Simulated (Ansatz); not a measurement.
**Nudged elastic band, with input and output: W₁₈S₃₅ (part 1 of 4)**

System: W₁₈S₃₅ (defect cell, 53 atoms in the cell).
Method: DFT PBE-D3(BJ), scalar-relativistic, plane waves, PAW, PAW set soft_1, no spin polarisation (Ansatz 0.2.0).

The structure derives from a Materials Project entry. It belongs to a series of runs on one base structure; here: band between the two ends.

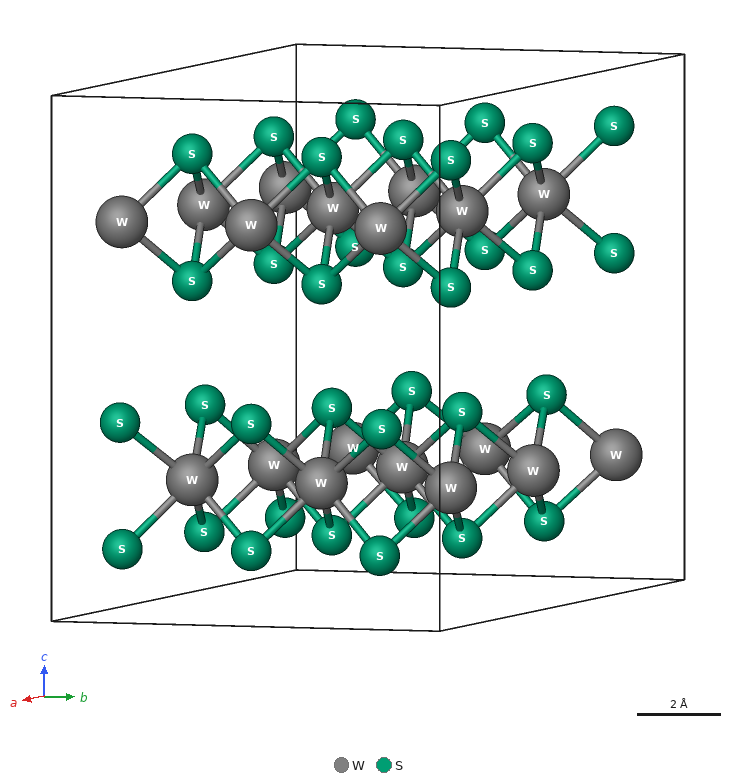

Fig. 1: The starting structure (ball-and-stick view of the cell of the calculation, seen at an oblique angle). Near neighbours in the crystal (not all of them lie inside the picture): W has 5 S at 2.39 to 2.42 Å; W has 6 S at 2.41 to 2.44 Å; S has 3 W at 2.39 to 2.44 Å.

**Input file**
```yaml
crystal:
  lattice:
    - [9.552669, 0.0, 0.0]
    - [-4.776334, 8.272854, 0.0]
    - [0.0, 0.0, 12.978282]
  atoms:
    - { symbol: W, position: [0.11525294, 0.21833261, 0.24695817] }
    - { symbol: W, position: [0.22214334, 0.11118572, 0.75128559] }
    - { symbol: S, position: [0.11115957, 0.2221592, 0.63017795] }
    - { symbol: S, position: [0.22235632, 0.11118364, 0.12338095] }
    - { symbol: S, position: [0.11098238, 0.22235615, 0.87206077] }
    - { symbol: W, position: [0.11101487, 0.55548814, 0.25162054] }
    - { symbol: W, position: [0.22217556, 0.44453317, 0.75102874] }
    - { symbol: S, position: [0.11113502, 0.55570039, 0.63001936] }
    - { symbol: S, position: [0.21952891, 0.44234034, 0.1288737] }
    - { symbol: S, position: [0.11097306, 0.55560831, 0.87192411] }
    - { symbol: S, position: [0.22278615, 0.43769646, 0.37007305] }
    - { symbol: W, position: [0.11521668, 0.89692069, 0.24698708] }
    - { symbol: W, position: [0.2221586, 0.77788571, 0.75103381] }
    - { symbol: S, position: [0.11117282, 0.88924272, 0.63016975] }
    - { symbol: S, position: [0.21950547, 0.77717464, 0.12889008] }
    - { symbol: S, position: [0.11098211, 0.88886718, 0.87207654] }
    - { symbol: S, position: [0.22278024, 0.78505114, 0.37006302] }
    - { symbol: W, position: [0.43669699, 0.21833512, 0.2469202] }
    - { symbol: W, position: [0.55542726, 0.11115344, 0.75101468] }
    - { symbol: S, position: [0.44408347, 0.22217925, 0.63015849] }
    - { symbol: S, position: [0.55641476, 0.11402653, 0.12884276] }
    - { symbol: S, position: [0.44446788, 0.22235468, 0.87205893] }
    - { symbol: S, position: [0.54845683, 0.11077332, 0.37006159] }
    - { symbol: W, position: [0.44314072, 0.55275018, 0.24922708] }
    - { symbol: W, position: [0.55543051, 0.44452271, 0.75102194] }
    - { symbol: S, position: [0.444347, 0.55559632, 0.63005198] }
    - { symbol: S, position: [0.55640707, 0.44239041, 0.12885463] }
    - { symbol: S, position: [0.44439686, 0.55570551, 0.87198606] }
    - { symbol: S, position: [0.54847978, 0.43770779, 0.37005156] }
    - { symbol: W, position: [0.44315548, 0.89042292, 0.24922194] }
    - { symbol: W, position: [0.5554711, 0.77785072, 0.75096994] }
    - { symbol: S, position: [0.44432509, 0.88897152, 0.63005924] }
    - { symbol: S, position: [0.55568988, 0.77785166, 0.12932624] }
    - { symbol: S, position: [0.44439301, 0.88892876, 0.87197539] }
    - { symbol: S, position: [0.55566235, 0.77784109, 0.36929826] }
    - { symbol: W, position: [0.77801907, 0.22250614, 0.25161187] }
    - { symbol: W, position: [0.88880335, 0.11115208, 0.75103671] }
    - { symbol: S, position: [0.77763583, 0.22217022, 0.63001643] }
    - { symbol: S, position: [0.89121074, 0.11401954, 0.12887758] }
    - { symbol: S, position: [0.77768923, 0.22232788, 0.87191901] }
    - { symbol: S, position: [0.89583863, 0.11078679, 0.37005809] }
    - { symbol: W, position: [0.77803156, 0.55552011, 0.25162058] }
    - { symbol: W, position: [0.88879992, 0.4445186, 0.75091371] }
    - { symbol: S, position: [0.77763649, 0.55570585, 0.63003272] }
    - { symbol: S, position: [0.88900633, 0.44449564, 0.13158895] }
    - { symbol: S, position: [0.77770777, 0.55561102, 0.87191651] }
    - { symbol: S, position: [0.88899821, 0.4444896, 0.37295542] }
    - { symbol: W, position: [0.78077771, 0.89040367, 0.24924205] }
    - { symbol: W, position: [0.88881178, 0.77790418, 0.75103387] }
    - { symbol: S, position: [0.77773452, 0.88899731, 0.63006259] }
    - { symbol: S, position: [0.89120443, 0.77719674, 0.12889472] }
    - { symbol: S, position: [0.77761128, 0.88892928, 0.87199291] }
    - { symbol: S, position: [0.89581784, 0.78504593, 0.37007916] }
basis:
  ecutwfc: 420.0
kpoints:
  mp_grid: { grid: [2, 2, 1] }
hamiltonian:
  xc: pbe
  dispersion: d3bj
  pseudopotentials: { kind: paw, azcp: { folder: soft_1 } }
scf:
  occupations: { method: gaussian, width: 0.05 }
  lower_state_search: "off"
neb:
  images: 5
  f_tol: 0.05
  initial_path: idpp
  max_iterations: 33
  spring: 1.0
  final_atoms:
    - { symbol: W, position: [0.11502306, 0.21831027, 0.25329716] }
    - { symbol: W, position: [0.22222222, 0.11111111, 0.74890705] }
    - { symbol: S, position: [0.11106144, 0.22227189, 0.62813121] }
    - { symbol: S, position: [0.22222222, 0.11111111, 0.37678404] }
    - { symbol: S, position: [0.11124241, 0.22209091, 0.87002228] }
    - { symbol: W, position: [0.11091597, 0.555458, 0.24863006] }
    - { symbol: W, position: [0.2222596, 0.44444689, 0.7491638] }
    - { symbol: S, position: [0.11106814, 0.55553408, 0.62827008] }
    - { symbol: S, position: [0.2226474, 0.43766763, 0.13017954] }
    - { symbol: S, position: [0.11123234, 0.55561618, 0.87016589] }
    - { symbol: S, position: [0.21939739, 0.44230203, 0.37140573] }
    - { symbol: W, position: [0.11502304, 0.8967128, 0.25329716] }
    - { symbol: W, position: [0.22225959, 0.77781273, 0.7491638] }
    - { symbol: S, position: [0.11106143, 0.88878957, 0.62813121] }
    - { symbol: S, position: [0.22264739, 0.78497979, 0.13017954] }
    - { symbol: S, position: [0.1112424, 0.88915152, 0.87002228] }
    - { symbol: S, position: [0.21939739, 0.77709538, 0.37140573] }
    - { symbol: W, position: [0.43662053, 0.21831026, 0.25329716] }
    - { symbol: W, position: [0.5555206, 0.11107371, 0.7491638] }
    - { symbol: S, position: [0.44454376, 0.22227187, 0.62813121] }
    - { symbol: S, position: [0.54835354, 0.11068591, 0.13017954] }
    - { symbol: S, position: [0.44418181, 0.2220909, 0.87002228] }
    - { symbol: S, position: [0.55623795, 0.11393591, 0.37140573] }
    - { symbol: W, position: [0.4430034, 0.5526735, 0.25101933] }
    - { symbol: W, position: [0.5555206, 0.44444688, 0.7491638] }
    - { symbol: S, position: [0.44448432, 0.55563535, 0.62820661] }
    - { symbol: S, position: [0.54835353, 0.43766761, 0.13017954] }
    - { symbol: S, position: [0.44442928, 0.55552526, 0.87013605] }
    - { symbol: S, position: [0.55623794, 0.44230202, 0.37140573] }
    - { symbol: W, position: [0.4430034, 0.89032991, 0.25101933] }
    - { symbol: W, position: [0.55555553, 0.77777777, 0.74922305] }
    - { symbol: S, position: [0.44448432, 0.88884899, 0.62820661] }
    - { symbol: S, position: [0.55555553, 0.77777777, 0.13095029] }
    - { symbol: S, position: [0.44442928, 0.88890404, 0.87013605] }
    - { symbol: S, position: [0.55555553, 0.77777777, 0.37091163] }
    - { symbol: W, position: [0.77787533, 0.22241733, 0.24863006] }
    - { symbol: W, position: [0.88888643, 0.1110737, 0.7491638] }
    - { symbol: S, position: [0.77779924, 0.22226516, 0.62827008] }
    - { symbol: S, position: [0.89566569, 0.1106859, 0.13017954] }
    - { symbol: S, position: [0.77771714, 0.22210096, 0.87016589] }
    - { symbol: S, position: [0.89103128, 0.1139359, 0.37140573] }
    - { symbol: W, position: [0.77787532, 0.55545797, 0.24863006] }
    - { symbol: W, position: [0.88888886, 0.44444442, 0.74928464] }
    - { symbol: S, position: [0.77779923, 0.55553406, 0.62827008] }
    - { symbol: S, position: [0.88888886, 0.44444442, 0.12733296] }
    - { symbol: S, position: [0.77771714, 0.55561616, 0.87016589] }
    - { symbol: S, position: [0.88888886, 0.44444442, 0.36867167] }
    - { symbol: W, position: [0.7806598, 0.8903299, 0.25101933] }
    - { symbol: W, position: [0.88888642, 0.7778127, 0.7491638] }
    - { symbol: S, position: [0.77769795, 0.88884898, 0.62820661] }
    - { symbol: S, position: [0.89566568, 0.78497977, 0.13017954] }
    - { symbol: S, position: [0.77780804, 0.88890402, 0.87013605] }
    - { symbol: S, position: [0.89103127, 0.77709536, 0.37140573] }
  order_check: true
```

Run on 8 threads of Arm Neoverse N1, 98 GiB of memory available, shared host.

Command:
```bash
ansatz run input.yaml --threads 8 --pin off --max-ram 20480MiB --backend cpu --events-out ev --progress --plain --runs-dir out
```

**Log**
```
Warning: neb: disabling space-group detection — the band's intermediate images generally break the endpoint symmetry, so no spatial operation reduces the k-mesh or symmetrises the density, except that a semilocal band can use its path's symmetry ahead of convergence; time reversal is kept, so that k and −k are solved as one point where they differ and the mesh holds both, and exact exchange and, on two spinor components, a DFT+U term hold to it where the run has them: on two components no moment then forms, and a state that bears one, which a typed moment (crystal.atoms[].spin; refused beside efield: under a hybrid functional) reaches, can lie lower, under hf by electronvolts; crystal.symmetry.detect: false (a key that needs symmetry detection or time reversal refuses this as the deck is read) with time_reversal: false beside it drops time reversal too
Engine: ansatz 0.2.0, aarch64-unknown-linux-gnu
Pseudopotentials: kind: paw
Pseudopotential: W, paw, valence charge 14, recommended cutoff 420 eV (normal), [file]
Pseudopotential: S, paw, valence charge 6, recommended cutoff 420 eV (normal), [file]
Functional definition: PBE
  parameter kappa = 0.804
  parameter beta = 0.06672455060314922
  exchange = pbe_x(kappa = kappa, mu = beta*pi^2/3)
  correlation = pbe_c(beta = beta)
parallel-image band execution: 5 concurrent image workers
NEB image 0
Crystal: 53 atoms, lattice volume = 1025.646 Å³
Basis set: ecut = 420 eV, 19999 PW (Γ), exchange–correlation on 128×128×180 points (8 copies of the dense FFT grid, shifted against one another)
Bands: 284, of which v1, the nominal top of the filled ones, is band 231 counted from 1 (230 counted from 0)
Symmetry: 1 space group operations
k-points: 4
Non-local potential: W, projectors of the file, l = 0: 3, l = 1: 2, l = 2: 2, l = 3: 1
Non-local potential: S, projectors of the file, l = 0: 2, l = 1: 2, l = 2: 1
PAW form: soft (Blöchl's): semilocal exchange-correlation on the pseudo side does not see the compensation charge
PAW one-centre angular grid: W, 590 points (default); XC on 64 Gauss nodes
PAW one-centre angular grid: S, 110 points (default); XC on 64 Gauss nodes
Initial density: superposition of atomic densities (chi_scale 0.1, normalization cell), built separately for each of the 2 bonded fragments (scf.initial_density.interfragment_charge_transfer: auto; true builds it for the cell as a whole; a typed value also counts as a typed key of the start: scf.initial_density.chi_scale says what that changes, if anything)
Initial wavefunctions: pseudopotential atomic-orbital guess
Functional: x = pbe(κ = 0.804, μ = 0.2195149727645171), c = pbe(β = 0.06672455060314922)
SCF iter   1: F=—  HF=-218588.055316 eV  |F-HF|=—  |Δ(HF+E_count)|=         —  Δρ=3.99e-2  dr2=2.47e1  ethr=3.10e-3  ⟨swp⟩=8.0  Hψ=5547  notcnv=0  defer=1
preconditioner: auto → Resta (q_TF=auto, 2.389 Å⁻¹)  ε∞=7.1  [insulator: Δε(μ)=0.693 eV  Ē_g=8.357 eV  σ=0.050 eV  W_gap=1.00  n_scr=236 (ndim 8)  ℏωp=20.7 eV  f_vac=0.025  D(μ)=0.00/eV (n_scr^D=0)  ε∞_Penn≈7.1]
SCF iter   2: F=—  HF=-218583.010810 eV  |F-HF|=—  |Δ(HF+E_count)|=    5.04e0  Δρ=2.22e-2  dr2=8.19e0  ethr=3.10e-3  ⟨swp⟩=2.0  Hψ=1598  notcnv=0  defer=194
SCF iter   3: F=—  HF=-218581.085296 eV  |F-HF|=—  |Δ(HF+E_count)|=    1.93e0  Δρ=5.54e-3  dr2=6.17e-1  ethr=1.77e-3  ⟨swp⟩=3.0  Hψ=1859  notcnv=0  defer=194
SCF iter   4: F=—  HF=-218581.069839 eV  |F-HF|=—  |Δ(HF+E_count)|=   1.55e-2  Δρ=2.96e-3  dr2=2.49e-1  ethr=1.34e-4  ⟨swp⟩=2.2  Hψ=1627  notcnv=0  defer=194
SCF iter   5: F=—  HF=-218581.080163 eV  |F-HF|=—  |Δ(HF+E_count)|=   1.03e-2  Δρ=1.49e-3  dr2=9.04e-2  ethr=5.38e-5  ⟨swp⟩=2.0  Hψ=1420  notcnv=0  defer=194
SCF iter   6: F=—  HF=-218581.076285 eV  |F-HF|=—  |Δ(HF+E_count)|=   3.88e-3  Δρ=5.28e-4  dr2=8.48e-3  ethr=1.96e-5  ⟨swp⟩=2.0  Hψ=1400  notcnv=0  defer=194
SCF iter   7: F=—  HF=-218581.079984 eV  |F-HF|=—  |Δ(HF+E_count)|=   3.70e-3  Δρ=2.52e-4  dr2=9.83e-4  ethr=1.84e-6  ⟨swp⟩=2.5  Hψ=1687  notcnv=0  defer=194
SCF iter   8: F=—  HF=-218581.080656 eV  |F-HF|=—  |Δ(HF+E_count)|=   6.72e-4  Δρ=1.14e-4  dr2=4.41e-4  ethr=2.13e-7  ⟨swp⟩=2.8  Hψ=1557  notcnv=0  defer=194
SCF iter   9: F=—  HF=-218581.080669 eV  |F-HF|=—  |Δ(HF+E_count)|=   1.30e-5  Δρ=4.71e-5  dr2=4.91e-5  ethr=9.55e-8  ⟨swp⟩=2.0  Hψ=1432  notcnv=0  defer=194
SCF iter  10: F=—  HF=-218581.081157 eV  |F-HF|=—  |Δ(HF+E_count)|=   4.88e-4  Δρ=2.42e-5  dr2=2.05e-5  ethr=1.06e-8  ⟨swp⟩=2.8  Hψ=1713  notcnv=0  defer=194
SCF iter  11: F=—  HF=-218581.081162 eV  |F-HF|=—  |Δ(HF+E_count)|=   5.01e-6  Δρ=1.22e-5  dr2=4.89e-6  ethr=4.43e-9  ⟨swp⟩=2.2  Hψ=1433  notcnv=0  defer=194
SCF iter  12: F=—  HF=-218581.081165 eV  |F-HF|=—  |Δ(HF+E_count)|=   3.49e-6  Δρ=1.01e-5  dr2=3.45e-6  ethr=1.06e-9  ⟨swp⟩=3.0  Hψ=1493  notcnv=0  defer=194
SCF iter  13: F=—  HF=-218581.081166 eV  |F-HF|=—  |Δ(HF+E_count)|=   3.33e-7  Δρ=3.11e-6  dr2=2.72e-7  ethr=7.47e-10  ⟨swp⟩=3.0  Hψ=1433  notcnv=0  defer=194
SCF iter  14: F=-218581.081166 eV  HF=-218581.081166 eV  |F-HF|=1.46e-8  |Δ(HF+E_count)|=   2.89e-7  Δρ=1.62e-6  dr2=7.74e-8  ethr=2.16e-11  ⟨swp⟩=5.0  Hψ=3823  notcnv=0
SCF 1 converged in 14 iterations: F = -218581.081166 eV  dr2 = 7.74e-8
  greatest PAW one-centre occupation: 0.999 electrons in one spin orbital (limit 2), on the W atom at site 29 (counted from 0), in its partial waves of l = 0
NSCF: frozen V_eff on 4 k-points
NEB image 6
SCF iter   1: F=—  HF=-218588.055358 eV  |F-HF|=—  |Δ(HF+E_count)|=         —  Δρ=3.99e-2  dr2=2.47e1  ethr=3.10e-3  ⟨swp⟩=8.0  Hψ=5544  notcnv=0  defer=1
SCF iter   2: F=—  HF=-218583.010490 eV  |F-HF|=—  |Δ(HF+E_count)|=    5.04e0  Δρ=2.22e-2  dr2=8.19e0  ethr=3.10e-3  ⟨swp⟩=2.0  Hψ=1598  notcnv=0  defer=194
SCF iter   3: F=—  HF=-218581.084969 eV  |F-HF|=—  |Δ(HF+E_count)|=    1.93e0  Δρ=5.53e-3  dr2=6.13e-1  ethr=1.77e-3  ⟨swp⟩=3.0  Hψ=1859  notcnv=0  defer=194
SCF iter   4: F=—  HF=-218581.070042 eV  |F-HF|=—  |Δ(HF+E_count)|=   1.49e-2  Δρ=2.96e-3  dr2=2.49e-1  ethr=1.33e-4  ⟨swp⟩=2.2  Hψ=1627  notcnv=0  defer=194
SCF iter   5: F=—  HF=-218581.080055 eV  |F-HF|=—  |Δ(HF+E_count)|=   1.00e-2  Δρ=1.47e-3  dr2=8.89e-2  ethr=5.40e-5  ⟨swp⟩=2.0  Hψ=1420  notcnv=0  defer=194
SCF iter   6: F=—  HF=-218581.076251 eV  |F-HF|=—  |Δ(HF+E_count)|=   3.80e-3  Δρ=5.31e-4  dr2=8.35e-3  ethr=1.92e-5  ⟨swp⟩=2.0  Hψ=1400  notcnv=0  defer=194
SCF iter   7: F=—  HF=-218581.079968 eV  |F-HF|=—  |Δ(HF+E_count)|=   3.72e-3  Δρ=2.54e-4  dr2=9.77e-4  ethr=1.81e-6  ⟨swp⟩=3.2  Hψ=2178  notcnv=0  defer=194
SCF iter   8: F=—  HF=-218581.080629 eV  |F-HF|=—  |Δ(HF+E_count)|=   6.61e-4  Δρ=1.06e-4  dr2=3.72e-4  ethr=2.12e-7  ⟨swp⟩=2.0  Hψ=1578  notcnv=0  defer=194
SCF iter   9: F=—  HF=-218581.080688 eV  |F-HF|=—  |Δ(HF+E_count)|=   5.88e-5  Δρ=4.73e-5  dr2=5.25e-5  ethr=8.05e-8  ⟨swp⟩=2.0  Hψ=1438  notcnv=0  defer=194
SCF iter  10: F=—  HF=-218581.081172 eV  |F-HF|=—  |Δ(HF+E_count)|=   4.84e-4  Δρ=2.19e-5  dr2=1.72e-5  ethr=1.14e-8  ⟨swp⟩=2.0  Hψ=1632  notcnv=0  defer=194
SCF iter  11: F=—  HF=-218581.081177 eV  |F-HF|=—  |Δ(HF+E_count)|=   5.33e-6  Δρ=1.00e-5  dr2=3.62e-6  ethr=3.72e-9  ⟨swp⟩=2.0  Hψ=1432  notcnv=0  defer=194
SCF iter  12: F=—  HF=-218581.081180 eV  |F-HF|=—  |Δ(HF+E_count)|=   3.12e-6  Δρ=5.33e-6  dr2=8.77e-7  ethr=7.83e-10  ⟨swp⟩=2.8  Hψ=1435  notcnv=0  defer=194
SCF iter  13: F=—  HF=-218581.081181 eV  |F-HF|=—  |Δ(HF+E_count)|=   6.72e-7  Δρ=4.01e-6  dr2=5.27e-7  ethr=1.90e-10  ⟨swp⟩=3.0  Hψ=1576  notcnv=0  defer=194
SCF iter  14: F=-218581.081181 eV  HF=-218581.081181 eV  |F-HF|=3.93e-8  |Δ(HF+E_count)|=   6.59e-8  Δρ=1.73e-6  dr2=8.97e-8  ethr=2.16e-11  ⟨swp⟩=3.0  Hψ=4072  notcnv=0
SCF 2 converged in 14 iterations: F = -218581.081181 eV  dr2 = 8.97e-8
[...]
NSCF: frozen V_eff on 4 k-points
NEB end point (image 0): max|allowed force component| = 6.874e-3 eV/Å (the criterion of neb.relax_end_points is 1.000e-2)
NEB end point (image 6): max|allowed force component| = 6.175e-3 eV/Å (the criterion of neb.relax_end_points is 1.000e-2)
NEB image 1
preconditioner: auto → Resta (q_TF=auto, 2.389 Å⁻¹)  ε∞=7.1  [insulator: Δε(μ)=0.549 eV  Ē_g=8.389 eV  σ=0.050 eV  W_gap=1.00  n_scr=236 (ndim 8)  ℏωp=20.7 eV  f_vac=0.029  D(μ)=0.00/eV (n_scr^D=0)  ε∞_Penn≈7.1]
  greatest PAW one-centre occupation: 0.999 electrons in one spin orbital (limit 2), on the W atom at site 1 (counted from 0), in its partial waves of l = 0
NEB image 2
preconditioner: auto → LDOS  [metal: Δε(μ)=0.031 eV  Ē_g=8.394 eV  σ=0.050 eV  W_gap=0.34  n_scr=236 (ndim 8)  ℏωp=20.7 eV  f_vac=0.032  D(μ)=12.24/eV (n_scr^D=54)  β→1.0]
  greatest PAW one-centre occupation: 0.999 electrons in one spin orbital (limit 2), on the W atom at site 17 (counted from 0), in its partial waves of l = 0
NEB image 3
preconditioner: auto → LDOS  [metal: Δε(μ)=0.021 eV  Ē_g=8.403 eV  σ=0.050 eV  W_gap=0.24  n_scr=236 (ndim 8)  ℏωp=20.7 eV  f_vac=0.033  D(μ)=10.79/eV (n_scr^D=40)  β→1.0]
  greatest PAW one-centre occupation: 0.999 electrons in one spin orbital (limit 2), on the W atom at site 0 (counted from 0), in its partial waves of l = 0
NEB image 4
preconditioner: auto → LDOS  [metal: Δε(μ)=0.031 eV  Ē_g=8.394 eV  σ=0.050 eV  W_gap=0.34  n_scr=236 (ndim 8)  ℏωp=20.7 eV  f_vac=0.032  D(μ)=12.29/eV (n_scr^D=54)  β→1.0]
NEB image 5
preconditioner: auto → Resta (q_TF=auto, 2.389 Å⁻¹)  ε∞=7.1  [insulator: Δε(μ)=0.548 eV  Ē_g=8.389 eV  σ=0.050 eV  W_gap=1.00  n_scr=236 (ndim 8)  ℏωp=20.7 eV  f_vac=0.029  D(μ)=0.00/eV (n_scr^D=0)  ε∞_Penn≈7.1]
NEB iter   1: max|band force component| = 9.561e0 eV/Å  barrier→ = 5.3293 eV  barrier← = 5.3293 eV  Δτ_max = 0.2000 Å  (129 SCF iters)
NEB image 1
Initial density: handed on by an earlier stage of this run
Initial wavefunctions: those handed on with the density
preconditioner: auto → Resta (q_TF=auto, 2.389 Å⁻¹)  ε∞=7.3  [insulator: Δε(μ)=0.652 eV  Ē_g=8.213 eV  σ=0.050 eV  W_gap=1.00  n_scr=236 (ndim 8)  ℏωp=20.7 eV  f_vac=0.053  D(μ)=0.00/eV (n_scr^D=0)  ε∞_Penn≈7.3]
NEB image 2
preconditioner: auto → LDOS  [metal: Δε(μ)=0.044 eV  Ē_g=8.220 eV  σ=0.050 eV  W_gap=0.46  n_scr=236 (ndim 8)  ℏωp=20.7 eV  f_vac=0.057  D(μ)=12.81/eV (n_scr^D=54)  β→1.0]
  greatest PAW one-centre occupation: 0.999 electrons in one spin orbital (limit 2), on the W atom at site 11 (counted from 0), in its partial waves of l = 0
NEB image 3
preconditioner: auto → LDOS  [metal: Δε(μ)=0.027 eV  Ē_g=8.223 eV  σ=0.050 eV  W_gap=0.29  n_scr=236 (ndim 8)  ℏωp=20.7 eV  f_vac=0.058  D(μ)=14.42/eV (n_scr^D=72)  β→1.0]
NEB image 4
preconditioner: auto → LDOS  [metal: Δε(μ)=0.044 eV  Ē_g=8.220 eV  σ=0.050 eV  W_gap=0.46  n_scr=236 (ndim 8)  ℏωp=20.7 eV  f_vac=0.057  D(μ)=12.71/eV (n_scr^D=54)  β→1.0]
NEB image 5
preconditioner: auto → Resta (q_TF=auto, 2.389 Å⁻¹)  ε∞=7.3  [insulator: Δε(μ)=0.651 eV  Ē_g=8.213 eV  σ=0.050 eV  W_gap=1.00  n_scr=236 (ndim 8)  ℏωp=20.7 eV  f_vac=0.053  D(μ)=0.00/eV (n_scr^D=0)  ε∞_Penn≈7.3]
```
